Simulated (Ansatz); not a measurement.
## BN: geometry relaxation (part 1 of 2)

- system: BN (P6₃/mmc, 4 atoms in the cell)
- method: DFT PBE+D3(BJ), scalar-relativistic, plane waves, PAW, no spin polarisation (Ansatz 0.2.0)

The structure derives from an entry of the Crystallography Open Database.

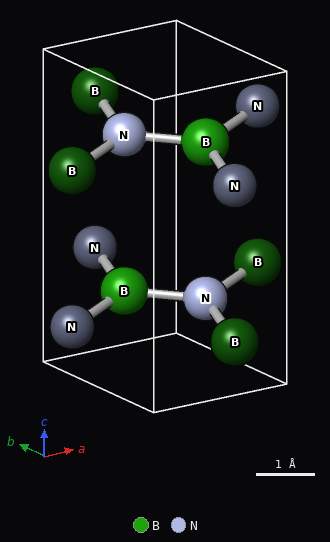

Fig. 1: The structure as given in the input (ball-and-stick view of the cell of the calculation, seen at an oblique angle; neighbours outside the cell are drawn fainter). An atom can appear more than once, as a periodic image. Near neighbours in the periodic cell (some may lie outside the picture): B has 3 N at 1.44 Å; N has 3 B at 1.44 Å.

Key numbers:

| quantity | value |
| --- | --- |
| outcome | converged |
| space group (tolerance 0.01 Å) | P6₃/mmc (194) |
| electrons treated | 16 |
| free energy | −1085.3723 eV |
| Fermi energy | 6.906 eV |
| gap on the k-point mesh | 4.27 eV |
| pressure | 0.00 GPa |
| final volume | 35.98 Å³ |
| largest force (length of the vector) at the end | under 0.001 eV/Å |
| final cell | a = 2.506 Å, b = 2.506 Å, c = 6.614 Å, α = 90.00°, β = 90.00°, γ = 120.00° |
| hardware | 1 thread of Arm Neoverse V1, 24 GiB of memory available, shared host |
| wall time | 9.6 s |
| peak memory | 0.29 GiB |

The input:
```yaml
crystal:
  lattice:
    - [2.49824, 0.0, 0.0]
    - [-1.24912, 2.1635393048, 0.0]
    - [0.0, 0.0, 6.6357]
  atoms:
    - { symbol: B, position: [0.3333333333, 0.6666666667, 0.25] }
    - { symbol: B, position: [0.6666666667, 0.3333333333, 0.75] }
    - { symbol: "N", position: [0.3333333333, 0.6666666667, 0.75] }
    - { symbol: "N", position: [0.6666666667, 0.3333333333, 0.25] }
basis:
  ecutwfc: 420
kpoints:
  mp_grid: { grid: [12, 12, 4] }
hamiltonian:
  xc: pbe
  dispersion: d3bj
scf:
  occupations: { method: gaussian, width: 0.02 }
output:
  forces: true
  stress: true
  eigenvalues: true
  write_density: true
  write_potential: true
  elf: true
  volumetric_format: npy
relax:
  adjacent_minimum: "off"
  f_tol: 0.005
  max_steps: 80
  cell: { stress_tol: 0.05 }
```

Launch command:
```bash
ansatz run input.yaml --threads 1 --pin off --max-ram 2560MiB --backend cpu --events-out ev --progress --plain --runs-dir out
```

Log:
```
Engine: ansatz 0.2.0, aarch64-unknown-linux-gnu
Pseudopotentials: kind: paw
Pseudopotential: B, paw, valence charge 3, recommended cutoff 420 eV (normal), B.paw.azcp
Pseudopotential: N, paw, valence charge 5, recommended cutoff 420 eV (normal), N.paw.azcp
Functional definition: PBE
  parameter kappa = 0.804
  parameter beta = 0.06672455060314922
  exchange = pbe_x(kappa = kappa, mu = beta*pi^2/3)
  correlation = pbe_c(beta = beta)
Crystal: 4 atoms, lattice volume = 35.866 Å³
Basis set: ecut = 420 eV, 689 PW (Γ), exchange–correlation on 36×36×90 points (8 copies of the dense FFT grid, shifted against one another)
Bands: 12, of which v1, the nominal top of the filled ones, is band 8 counted from 1 (7 counted from 0)
Symmetry: 24 space group operations
Space group: P63/mmc (ITA 194), of the structure as read, at distance tolerance 3.3e-5 Å
k-points: 57 of 576
Non-local potential: B, projectors of the file, l = 0: 2, l = 1: 2, l = 2: 1
Non-local potential: N, projectors of the file, l = 0: 2, l = 1: 2, l = 2: 1
PAW form: soft (Blöchl's): semilocal exchange-correlation on the pseudo side does not see the compensation charge
PAW one-centre angular grid: B, 110 points (default); XC on 64 Gauss nodes
PAW one-centre angular grid: N, 110 points (default); XC on 64 Gauss nodes
Initial density: superposition of atomic densities (neutral atoms: chi_scale 0, normalization atom), corrected by the library's trained network
Initial wavefunctions: pseudopotential atomic-orbital guess
Functional: x = pbe(κ = 0.804, μ = 0.2195149727645171), c = pbe(β = 0.06672455060314922)
SCF iter   1: F=—  HF=-1085.368210 eV  |F-HF|=—  |Δ(HF+E_count)|=         —  Δρ=1.47e-3  dr2=2.09e-4  ethr=1.77e-3  ⟨swp⟩=6.3  Hψ=4293  notcnv=0
preconditioner: auto → none  [insulator: Δε(μ)=4.289 eV  Ē_g=15.893 eV  σ=0.020 eV  W_gap=1.00  n_scr=4 (ndim 8)  ℏωp=24.8 eV  f_vac=0.022  D(μ)=0.00/eV (n_scr^D=0)  ε∞_Penn≈3.4]
SCF iter   2: F=—  HF=-1085.369252 eV  |F-HF|=—  |Δ(HF+E_count)|=   1.04e-3  Δρ=7.41e-4  dr2=4.20e-5  ethr=1.31e-6  ⟨swp⟩=2.2  Hψ=1756  notcnv=0
SCF iter   3: F=—  HF=-1085.369556 eV  |F-HF|=—  |Δ(HF+E_count)|=   3.04e-4  Δρ=3.30e-4  dr2=8.79e-6  ethr=2.62e-7  ⟨swp⟩=2.0  Hψ=1122  notcnv=0
iter 4 did not close the SCF: its close was put off for the readings that it lacked (scf_convergence_deferred on its scf_iter line)
SCF iter   4: F=-1085.369627 eV  HF=-1085.369627 eV  |F-HF|=3.41e-7  |Δ(HF+E_count)|=   7.07e-5  Δρ=2.37e-5  dr2=6.97e-8  ethr=5.49e-8  ⟨swp⟩=2.1  Hψ=1140  notcnv=0
iter 5 did not close the SCF: its close was put off for the readings that it lacked (scf_convergence_deferred on its scf_iter line)
SCF iter   5: F=-1085.369627 eV  HF=-1085.369627 eV  |F-HF|=5.63e-9  |Δ(HF+E_count)|=   3.74e-7  Δρ=4.65e-6  dr2=5.06e-9  ethr=4.36e-10  ⟨swp⟩=2.0  Hψ=1136  notcnv=0
SCF iter   6: F=-1085.369627 eV  HF=-1085.369627 eV  |F-HF|=2.25e-10  |Δ(HF+E_count)|=   8.03e-9  Δρ=6.04e-7  dr2=7.09e-11  ethr=3.16e-11  ⟨swp⟩=5.1  Hψ=3707  notcnv=0
SCF 1 converged in 6 iterations: F = -1085.369627 eV  dr2 = 7.09e-11
  greatest PAW one-centre occupation: 0.798 electrons in one spin orbital (limit 2), on the N atom at site 3 (counted from 0), in its partial waves of l = 0
relax step   1: F+E_penalty+E_count = -1085.36962716 eV  Δ(F+E_penalty+E_count) = +0.000e0 eV  max|allowed force component| = 1.036e-15 eV/Å  Δτ_max = 0.0000 Å  P = +2.349 GPa  Ω = 35.866 Å³  (6 SCF iters, dr2 threshold 1.00e-7 eV, accepted)
Crystal: 4 atoms, lattice volume = 35.933 Å³
Basis set: ecut = 420 eV, 713 PW (Γ), exchange–correlation on 36×36×90 points (8 copies of the dense FFT grid, shifted against one another)
Initial density: handed on by an earlier stage of this run
Initial wavefunctions: those handed on with the density
iter 1 solved again at ethr=2.24e-6 eV; its pass at ethr=3.10e-3 eV (dr2=3.59e-4 eV) is discarded
SCF iter   1: F=—  HF=-1085.371897 eV  |F-HF|=—  |Δ(HF+E_count)|=         —  Δρ=1.20e-3  dr2=4.39e-4  ethr=2.24e-6  ⟨swp⟩=2.0  Hψ=5237  notcnv=0
preconditioner: auto → none  [insulator: Δε(μ)=4.272 eV  Ē_g=15.841 eV  σ=0.020 eV  W_gap=1.00  n_scr=4 (ndim 8)  ℏωp=24.8 eV  f_vac=0.019  D(μ)=0.00/eV (n_scr^D=0)  ε∞_Penn≈3.4]
SCF iter   2: F=—  HF=-1085.371747 eV  |F-HF|=—  |Δ(HF+E_count)|=   1.49e-4  Δρ=4.64e-4  dr2=4.50e-5  ethr=2.24e-6  ⟨swp⟩=2.0  Hψ=1115  notcnv=0
SCF iter   3: F=—  HF=-1085.371729 eV  |F-HF|=—  |Δ(HF+E_count)|=   1.84e-5  Δρ=1.62e-4  dr2=5.08e-6  ethr=2.81e-7  ⟨swp⟩=2.1  Hψ=1101  notcnv=0
SCF iter   4: F=-1085.371729 eV  HF=-1085.371729 eV  |F-HF|=9.96e-8  |Δ(HF+E_count)|=   4.19e-7  Δρ=3.11e-5  dr2=1.38e-7  ethr=2.50e-9  ⟨swp⟩=7.6  Hψ=5149  notcnv=0
SCF 2 converged in 4 iterations: F = -1085.371729 eV  dr2 = 1.38e-7
  greatest PAW one-centre occupation: 0.797 electrons in one spin orbital (limit 2), on the N atom at site 3 (counted from 0), in its partial waves of l = 0
relax step   2: F+E_penalty+E_count = -1085.37172875 eV  Δ(F+E_penalty+E_count) = -2.102e-3 eV  max|allowed force component| = 1.928e-15 eV/Å  Δτ_max = 0.0000 Å  P = +0.848 GPa  Ω = 35.933 Å³  energy of the carried Pulay correction = -1.820e-4 eV  (4 SCF iters, dr2 threshold 4.00e-7 eV, accepted)
Crystal: 4 atoms, lattice volume = 35.992 Å³
iter 1 solved again at ethr=9.27e-7 eV; its pass at ethr=3.10e-3 eV (dr2=1.48e-4 eV) is discarded
SCF iter   1: F=—  HF=-1085.371945 eV  |F-HF|=—  |Δ(HF+E_count)|=         —  Δρ=7.18e-4  dr2=1.70e-4  ethr=9.27e-7  ⟨swp⟩=2.5  Hψ=5099  notcnv=0
preconditioner: auto → none  [insulator: Δε(μ)=4.269 eV  Ē_g=15.818 eV  σ=0.020 eV  W_gap=1.00  n_scr=4 (ndim 8)  ℏωp=24.8 eV  f_vac=0.019  D(μ)=0.00/eV (n_scr^D=0)  ε∞_Penn≈3.4]
SCF iter   2: F=—  HF=-1085.371881 eV  |F-HF|=—  |Δ(HF+E_count)|=   6.40e-5  Δρ=2.88e-4  dr2=1.77e-5  ethr=9.27e-7  ⟨swp⟩=2.0  Hψ=1076  notcnv=0
SCF iter   3: F=—  HF=-1085.371876 eV  |F-HF|=—  |Δ(HF+E_count)|=   4.86e-6  Δρ=9.53e-5  dr2=1.94e-6  ethr=1.11e-7  ⟨swp⟩=2.1  Hψ=1104  notcnv=0
SCF iter   4: F=-1085.371876 eV  HF=-1085.371876 eV  |F-HF|=3.12e-8  |Δ(HF+E_count)|=   2.39e-7  Δρ=1.87e-5  dr2=4.71e-8  ethr=2.50e-9  ⟨swp⟩=10.2  Hψ=5360  notcnv=0
SCF 3 converged in 4 iterations: F = -1085.371876 eV  dr2 = 4.71e-8
relax step   3: F+E_penalty+E_count = -1085.37187590 eV  Δ(F+E_penalty+E_count) = -1.471e-4 eV  max|allowed force component| = 5.921e-16 eV/Å  Δτ_max = 0.0000 Å  P = +0.014 GPa  Ω = 35.992 Å³  energy of the carried Pulay correction = -3.740e-4 eV  (4 SCF iters, dr2 threshold 4.00e-7 eV, accepted)
Initial wavefunctions: pseudopotential atomic-orbital guess (no wavefunctions were taken with the density)
iter 1 solved again at ethr=1.27e-7 eV; its pass at ethr=3.10e-3 eV (dr2=2.04e-5 eV) is discarded
SCF iter   1: F=—  HF=-1085.372240 eV  |F-HF|=—  |Δ(HF+E_count)|=         —  Δρ=4.91e-5  dr2=1.20e-7  ethr=1.27e-7  ⟨swp⟩=3.1  Hψ=6051  notcnv=0
preconditioner: auto → none  [insulator: Δε(μ)=4.274 eV  Ē_g=15.824 eV  σ=0.020 eV  W_gap=1.00  n_scr=4 (ndim 8)  ℏωp=24.8 eV  f_vac=0.019  D(μ)=0.00/eV (n_scr^D=0)  ε∞_Penn≈3.4]
SCF iter   2: F=—  HF=-1085.372237 eV  |F-HF|=—  |Δ(HF+E_count)|=   3.36e-6  Δρ=2.44e-5  dr2=2.97e-8  ethr=7.50e-10  ⟨swp⟩=2.4  Hψ=1043  notcnv=0
SCF iter   3: F=—  HF=-1085.372238 eV  |F-HF|=—  |Δ(HF+E_count)|=   1.37e-6  Δρ=3.85e-6  dr2=3.99e-9  ethr=1.86e-10  ⟨swp⟩=2.4  Hψ=1216  notcnv=0
SCF iter   4: F=—  HF=-1085.372238 eV  |F-HF|=—  |Δ(HF+E_count)|=  7.69e-10  Δρ=5.88e-7  dr2=5.80e-11  ethr=2.50e-11  ⟨swp⟩=2.0  Hψ=1068  notcnv=0
SCF iter   5: F=-1085.372238 eV  HF=-1085.372238 eV  |F-HF|=6.82e-13  |Δ(HF+E_count)|=  4.77e-11  Δρ=8.56e-8  dr2=1.46e-12  ethr=1.00e-12  ⟨swp⟩=5.6  Hψ=2841  notcnv=0
SCF 4 converged in 5 iterations: F = -1085.372238 eV  dr2 = 1.46e-12
relax step   4: F+E_penalty+E_count = -1085.37223797 eV  Δ(F+E_penalty+E_count) = -3.621e-4 eV  max|allowed force component| = 5.921e-16 eV/Å  Δτ_max = 0.0000 Å  P = +0.033 GPa  Ω = 35.992 Å³  stress off target by 5.76e-2 GPa  SCF on the basis re-selected at this cell (its energy is not comparable with the rows above)  (5 SCF iters)
basis re-selected at this cell: Δ(F+E_penalty+E_count) = -3.621e-4 eV, ΔP = +0.019 GPa vs the last step (what re-selecting the basis moved, of the pressure what is left beyond the Pulay correction that the steps carried, after the strain that the cell walked since its last selection, with what the two solves' SCF thresholds leave and, on support functions, any second-order correction that the steps lacked; it is no measure of the basis error at this ecutwfc). This SCF's stress stands 5.76e-2 GPa from its target on what of the cell is left free (relax.cell.stress_tol is 5.00e-2 GPa) and its largest allowed force component is 5.92e-16 eV/Å (relax.f_tol is 5.00e-3 eV/Å): not within both, so this SCF does not close the relaxation
Crystal: 4 atoms, lattice volume = 35.984 Å³
iter 1 solved again at ethr=1.73e-9 eV; its pass at ethr=3.10e-3 eV (dr2=2.76e-7 eV) is discarded
SCF iter   1: F=—  HF=-1085.372282 eV  |F-HF|=—  |Δ(HF+E_count)|=         —  Δρ=3.11e-5  dr2=1.96e-7  ethr=1.73e-9  ⟨swp⟩=2.7  Hψ=5355  notcnv=0
preconditioner: auto → none  [insulator: Δε(μ)=4.274 eV  Ē_g=15.823 eV  σ=0.020 eV  W_gap=1.00  n_scr=4 (ndim 8)  ℏωp=24.8 eV  f_vac=0.019  D(μ)=0.00/eV (n_scr^D=0)  ε∞_Penn≈3.4]
SCF iter   2: F=—  HF=-1085.372275 eV  |F-HF|=—  |Δ(HF+E_count)|=   6.85e-6  Δρ=1.66e-5  dr2=4.94e-8  ethr=1.22e-9  ⟨swp⟩=1.7  Hψ=838  notcnv=0
SCF iter   3: F=—  HF=-1085.372275 eV  |F-HF|=—  |Δ(HF+E_count)|=   4.59e-8  Δρ=6.77e-6  dr2=1.37e-8  ethr=3.09e-10  ⟨swp⟩=2.3  Hψ=1132  notcnv=0
SCF iter   4: F=-1085.372275 eV  HF=-1085.372275 eV  |F-HF|=3.84e-11  |Δ(HF+E_count)|=   3.81e-9  Δρ=8.81e-7  dr2=1.21e-10  ethr=5.19e-11  ⟨swp⟩=6.9  Hψ=3386  notcnv=0
SCF 5 converged in 4 iterations: F = -1085.372275 eV  dr2 = 1.21e-10
relax step   5: F+E_penalty+E_count = -1085.37227512 eV  Δ(F+E_penalty+E_count) = -3.715e-5 eV  max|allowed force component| = 1.037e-15 eV/Å  Δτ_max = 0.0000 Å  P = -0.001 GPa  Ω = 35.984 Å³  energy of the carried Pulay correction = +3.582e-5 eV  (4 SCF iters, dr2 threshold 8.31e-9 eV, accepted)
iter 1 solved again at ethr=1.24e-7 eV; its pass at ethr=3.10e-3 eV (dr2=1.99e-5 eV) is discarded
SCF iter   1: F=—  HF=-1085.372262 eV  |F-HF|=—  |Δ(HF+E_count)|=         —  Δρ=2.70e-6  dr2=4.21e-10  ethr=1.24e-7  ⟨swp⟩=3.2  Hψ=6090  notcnv=0
eigensolver tolerance schedule: the retry pair's looser diagonalisation over-reported the residual by 47200.68 of it (diagonalisation noise at an unbounded share of the residual, at the tolerance the schedule requests for it); recorded, not acted on — ethr = c·dr2/N_el stays at c = 1.0e-1
SCF iter   2: F=—  HF=-1085.372255 eV  |F-HF|=—  |Δ(HF+E_count)|=   6.74e-6  Δρ=1.47e-6  dr2=1.49e-10  ethr=2.63e-12  ⟨swp⟩=2.9  Hψ=1421  notcnv=0
SCF iter   3: F=-1085.372255 eV  HF=-1085.372255 eV  |F-HF|=3.49e-10  |Δ(HF+E_count)|=   1.30e-9  Δρ=6.73e-7  dr2=3.16e-11  ethr=1.00e-12  ⟨swp⟩=4.1  Hψ=3380  notcnv=0
SCF 6 converged in 3 iterations: F = -1085.372255 eV  dr2 = 3.16e-11
relax step   6: F+E_penalty+E_count = -1085.37225541 eV  Δ(F+E_penalty+E_count) = +1.971e-5 eV  max|allowed force component| = 1.241e-15 eV/Å  Δτ_max = 0.0000 Å  P = -0.002 GPa  Ω = 35.984 Å³  stress off target by 5.16e-3 GPa  SCF on the basis re-selected at this cell (its energy is not comparable with the rows above)  (3 SCF iters)
```
